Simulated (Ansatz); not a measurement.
**Searching the electronic states of Ni, part 1 of 2**

Aim: see which self-consistent states Ni reaches from different starts at one fixed geometry, and which of them is lowest. The cell (2 atoms) is Ni in the deposited crystal structure (space group Fm-3m, primitive cell doubled). Source: COD entry 4320495, which need not be the ambient phase.

Computed with Ansatz 0.2.0 (DFT r2SCAN, PAW, plane waves, scalar-relativistic, unless a step's input says otherwise).

## (1) The structure to begin with

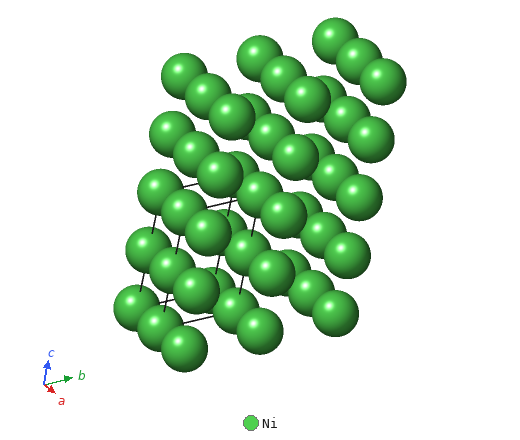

The starting structure, seen slightly off an axis (nickel green). 2×2×2 cells are drawn. Atoms on the faces are drawn again on the opposite ones.

Structure file:

```
CELL_PARAMETERS angstrom
0.00000 1.76598 1.76598
1.76598 0.00000 1.76598
3.53196 3.53196 0.00000
ATOMIC_POSITIONS crystal
Ni 0.00000 0.00000 0.00000
Ni 0.00000 0.00000 0.50000
```

Labels such as Ni2 number the atoms in the order of the input file.

First come: parallel moments, plain SCF; opposed moments +-, plain SCF; no spin polarisation; spin on, no moments given (the program may seed its own), plain SCF. What is tried next depends on their ends.

A plain SCF has the search for lower states switched off and ends at the first converged state. 

Moments by site are taken inside atomic spheres; the rest lies between them.

## (2) Parallel moments, plain SCF

Input file input.yaml:

```yaml
crystal:
  lattice:
    - [0.0, 1.76598, 1.76598]
    - [1.76598, 0.0, 1.76598]
    - [3.53196, 3.53196, 0.0]
  atoms:
    - { symbol: Ni, position: [0.0, 0.0, 0.0], spin: 2.0 }
    - { symbol: Ni, position: [0.0, 0.0, 0.5], spin: 2.0 }
magnetization:
  spin_polarized: true
hamiltonian:
  xc: r2scan
  pseudopotentials: { kind: paw }
basis:
  ecutwfc: 500
kpoints:
  mp_grid: { grid: [12, 12, 6] }
scf:
  occupations: { method: fermi_dirac, width: 0.05 }
  lower_state_search: "off"
output:
  forces: true
  stress: true
```

The log of the run (excerpt; [...] marks lines left out):

```text
[...]
Pseudopotentials: kind: paw
Pseudopotential: Ni, paw, valence charge 18, recommended cutoff 500 eV (meta_gga), Ni.paw.azcp
Functional definition: r2SCAN
[...]
Crystal: 2 atoms, lattice volume = 22.030 Å³
Basis set: ecut = 500 eV, 555 PW (Γ), exchange–correlation on 80×80×160 points (64 copies of the dense FFT grid, shifted against one another)
Bands: 24, of which v1, the nominal top of the filled ones, is band 18 counted from 1 (17 counted from 0)
Symmetry: 24 space group operations
Space group: Fm-3m (ITA 225), of the structure as read, at distance tolerance 2.8e-5 Å
Magnetic group: BNS 225.116 (UNI 1618), of the structure as read, at distance tolerance 2.8e-5 Å
k-points: 98 of 864
[...]
Starting moments: Σ|m| = 4 μB on 2 of 2 sites
[...]
SCF iter   1: F=-11690.343907 eV  HF=-11689.742538 eV  |F-HF|=6.01e-1  |Δ(HF+E_count)|=         —  Δρ=1.07e-1 (↑8.82e-2 ↓1.07e-1)  dr2=4.76e-2  dr2_τ=3.28e-2  dr2_m=1.91e0  M=2.115 μB ∫|m|=2.383 μB  β_m=0.64  ethr=1.33e-4  ⟨swp⟩=1.8  Hψ=26154  notcnv=0
[...]
spin-set hold released at iteration 1 (the charge has settled, or the pull on large starting moments outlasts its swing): the magnetisation degrees of freedom join the quasi-Newton model from the next iteration; the mixer history was flushed
[...]
SCF iter  12: F=-11690.569750 eV  HF=-11690.569750 eV  |F-HF|=5.25e-8  |Δ(HF+E_count)|=   1.44e-7  Δρ=3.68e-6 (↑3.68e-6 ↓1.69e-6)  dr2=2.92e-9  dr2_τ=2.15e-11  dr2_m=3.02e-10  M=1.490 μB ∫|m|=1.862 μB  ethr=9.51e-11  ⟨swp⟩=4.2  Hψ=15951  notcnv=0
[...]
this state was not tested for a lower state beside it, because the mixer in use, unlike msr1, does not test its closes by its own steps (another_mixer; see scf.mixing.algorithm and scf.lower_state_search)
SCF converged after 12 iterations
Magnetization: 1.4899 μB (18.7449 up, 17.2551 down)
Absolute magnetization: 1.8644 μB (∫|ρ↑−ρ↓|, with the PAW one-centre terms)
Spin contamination: 0.0475 ħ² per cell (⟨S²⟩ above its minimum at these occupations)
Per-site moments (μB) at R_I (Å): [(0.8180848595639363, 1.0302075575878509), (0.8180848595639361, 1.0302075575878509)]
Free energy (F): -11690.569750 eV
[...]
E sigma→0 (E₀):  -11690.561463 eV
Entropy (-TS):   -0.016573 eV (-8.286 meV/atom)
Fermi energy:    17.837397 eV
[...]
--- Forces (eV/Å), atoms counted from 1 ---
  atom   1  Ni     0.00000000     0.00000000    -0.00000000
  atom   2  Ni     0.00000000     0.00000000     0.00000000
[...]
--- Stress (GPa, compression-positive) ---
       -9.109934       0.000000      -0.000000
        0.000000      -9.109934      -0.000000
       -0.000000      -0.000000      -9.109934
  P = ⅓ Tr σ = -9.1099 GPa (-91.099 kbar)
```

Wall time 12 min (2 threads of an x86-64 CPU, shared host); peak memory 0.48 GiB.

The state reached is ferromagnetic, site moments Ni1 0.82, Ni2 0.82 μB, total 1.49 μB per cell, no gap on the k-mesh.

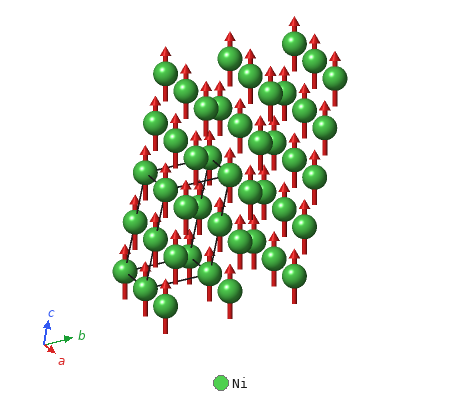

Arrows show the site moments: red and blue are opposite signs, and length grows with size. The axis is drawn upright for the eye.

## (3) Opposed moments +-, plain SCF

input.yaml: that of step 2 with these lines changed.

```diff
@@ -7,3 +7,3 @@
     - { symbol: Ni, position: [0.0, 0.0, 0.0], spin: 2.0 }
-    - { symbol: Ni, position: [0.0, 0.0, 0.5], spin: 2.0 }
+    - { symbol: Ni, position: [0.0, 0.0, 0.5], spin: -2.0 }
 magnetization:
```

The log of the run (excerpt; [...] marks lines left out):

```text
[... 12 lines as in an earlier run ...]
Symmetry: 12 space group operations
Space group: R-3m (ITA 166), of the structure as read, at distance tolerance 2.8e-5 Å
Magnetic group: BNS 166.102 (UNI 1332), of the structure as read, at distance tolerance 2.8e-5 Å
[... 6 lines as in an earlier run ...]
Starting moments: Σ|m| = 4 μB on 2 of 2 sites
Starting magnetic order: antiferromagnet; a translation exchanges its spin sublattices: spin-degenerate at every k-point
[... 2 lines as in an earlier run ...]
spin-down is spin-up translated by (0, 0, 0.5): one eigenproblem is solved per k-point and the antiferromagnetic symmetry of the starting moments is kept exactly by this SCF (crystal.symmetry.spin_inversion_symmetry: false solves both channels; [...]
[... 1 line as in an earlier run ...]
SCF converged after 16 iterations
Magnetization: 0.0000 μB (18.0000 up, 18.0000 down)
Absolute magnetization: 1.1117 μB (∫|ρ↑−ρ↓|, with the PAW one-centre terms)
Spin contamination: 0.5039 ħ² per cell (⟨S²⟩ above its minimum at these occupations)
Per-site moments (μB) at R_I (Å): [(0.530484982644981, 1.0302075575878509), (-0.530484982644981, 1.0302075575878509)]
Free energy (F): -11690.379084 eV
[...]
E sigma→0 (E₀):  -11690.366483 eV
Entropy (-TS):   -0.025202 eV (-12.601 meV/atom)
Fermi energy:    17.590658 eV
[...]
--- Forces (eV/Å), atoms counted from 1 ---
  atom   1  Ni     0.00000000     0.00000000     0.00000000
  atom   2  Ni    -0.00000000     0.00000000    -0.00000000
[...]
--- Stress (GPa, compression-positive) ---
       -9.759209       0.883311      -0.883311
        0.883311      -9.759209      -0.883311
       -0.883311      -0.883311      -9.759209
  P = ⅓ Tr σ = -9.7592 GPa (-97.592 kbar)
```

It took 3.7 s on 2 threads of an x86-64 CPU, shared host; peak memory 0.48 GiB.

End: antiferromagnetic (magnetic neighbours of Ni1 with a moment over 0.3 of its own that point the other way: 6 of 12 at 2.50 Å, 6 of 6 at 3.53 Å), site moments Ni1 0.53, Ni2 -0.53 μB, total 0.00 μB per cell, no gap on the k-mesh. It lies 95.3 meV/atom above the lowest state so far (step 2).

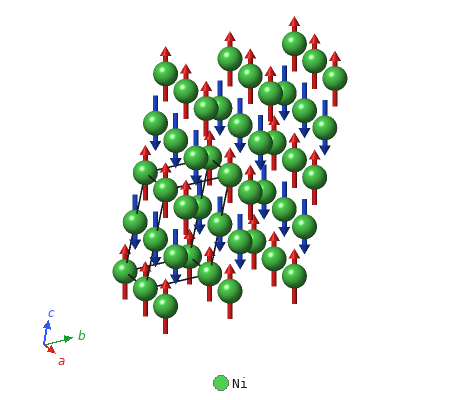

Arrows show the site moments: red and blue are opposite signs, and length grows with size. The axis is drawn upright for the eye.

## (4) No spin polarisation

input.yaml: that of step 3 with these lines changed.

```diff
@@ -6,6 +6,4 @@
   atoms:
-    - { symbol: Ni, position: [0.0, 0.0, 0.0], spin: 2.0 }
-    - { symbol: Ni, position: [0.0, 0.0, 0.5], spin: -2.0 }
-magnetization:
-  spin_polarized: true
+    - { symbol: Ni, position: [0.0, 0.0, 0.0] }
+    - { symbol: Ni, position: [0.0, 0.0, 0.5] }
 hamiltonian:
```

The log of the run (excerpt; [...] marks lines left out):

```text
[... 11 lines as in an earlier run ...]
Bands: 22, of which v1, the nominal top of the filled ones, is band 18 counted from 1 (17 counted from 0)
[... 7 lines as in an earlier run ...]
[...]
[... 2 lines as in an earlier run ...]
SCF iter   1: F=-11690.305251 eV  HF=-11690.224972 eV  |F-HF|=8.03e-2  |Δ(HF+E_count)|=         —  Δρ=2.03e-2  dr2=4.86e-2  dr2_τ=5.78e-2  ethr=1.77e-3  ⟨swp⟩=5.5  Hψ=8768  notcnv=0
[...]
SCF iter   8: F=-11690.323067 eV  HF=-11690.323067 eV  |F-HF|=3.76e-8  |Δ(HF+E_count)|=   9.05e-8  Δρ=2.22e-5  dr2=5.88e-8  dr2_τ=3.84e-10  ethr=2.78e-10  ⟨swp⟩=4.3  Hψ=10876  notcnv=0
[...]
SCF converged after 8 iterations
Free energy (F): -11690.323067 eV
[...]
E sigma→0 (E₀):  -11690.297708 eV
Entropy (-TS):   -0.050718 eV (-25.359 meV/atom)
Fermi energy:    17.457935 eV
[...]
--- Forces (eV/Å), atoms counted from 1 ---
  atom   1  Ni     0.00000000     0.00000000    -0.00000000
  atom   2  Ni     0.00000000     0.00000000    -0.00000000
[...]
--- Stress (GPa, compression-positive) ---
      -11.804073      -0.000125       0.000125
       -0.000125     -11.804073       0.000125
        0.000125       0.000125     -11.804073
  P = ⅓ Tr σ = -11.8041 GPa (-118.041 kbar)
```

Run time: 1.8 s. Hardware: 2 threads of an x86-64 CPU, shared host; peak memory 0.43 GiB.

End: non-magnetic (no spin polarisation), no gap on the k-mesh. It lies 123 meV/atom above the lowest state so far (step 2).

## (5) Spin on, no moments given (the program may seed its own), plain SCF

input.yaml: that of step 4 with these lines changed.

```diff
@@ -21 +21,3 @@
   stress: true
+magnetization:
+  spin_polarized: true
```

The log of the run (excerpt; [...] marks lines left out):

```text
band count auto-derived: 24 (N_el = 36.0; filled up to band 18; 22 by the electrons, moments and atoms)
[... 22 lines as in an earlier run ...]
[...]
SCF iter   1: F=-11689.987068 eV  HF=-11688.949701 eV  |F-HF|=1.04e0  |Δ(HF+E_count)|=         —  Δρ=1.82e-1 (↑1.82e-1 ↓1.62e-1)  dr2=5.18e-2  dr2_τ=4.22e-2  dr2_m=5.97e0  M=2.441 μB ∫|m|=2.441 μB  ethr=1.01e-3  ⟨swp⟩=1.1  Hψ=13045  notcnv=0
[...]
SCF iter  11: F=-11690.569750 eV  HF=-11690.569750 eV  |F-HF|=1.49e-9  |Δ(HF+E_count)|=   3.36e-8  Δρ=2.78e-6 (↑1.31e-6 ↓2.78e-6)  dr2=3.64e-10  dr2_τ=2.16e-11  dr2_m=6.70e-10  M=1.490 μB ∫|m|=1.862 μB  ethr=2.78e-10  ⟨swp⟩=3.8  Hψ=20623  notcnv=0
[...]
SCF converged after 11 iterations
Magnetization: 1.4899 μB (18.7449 up, 17.2551 down)
Absolute magnetization: 1.8645 μB (∫|ρ↑−ρ↓|, with the PAW one-centre terms)
Spin contamination: 0.0475 ħ² per cell (⟨S²⟩ above its minimum at these occupations)
Per-site moments (μB) at R_I (Å): [(0.8181056201665897, 1.0302075575878509), (0.8181056201665896, 1.0302075575878509)]
Free energy (F): -11690.569750 eV
[...]
E sigma→0 (E₀):  -11690.561463 eV
Entropy (-TS):   -0.016573 eV (-8.286 meV/atom)
Fermi energy:    17.837424 eV
[... 26 lines left out: energy terms, forces, stress ...]
```

Wall time 4.2 s (2 threads of an x86-64 CPU, shared host); peak memory 0.47 GiB.

Nothing new: the 11 iterations lead to the state found in step 2 (ferromagnetic).

(Continued in part 2 of 2.)
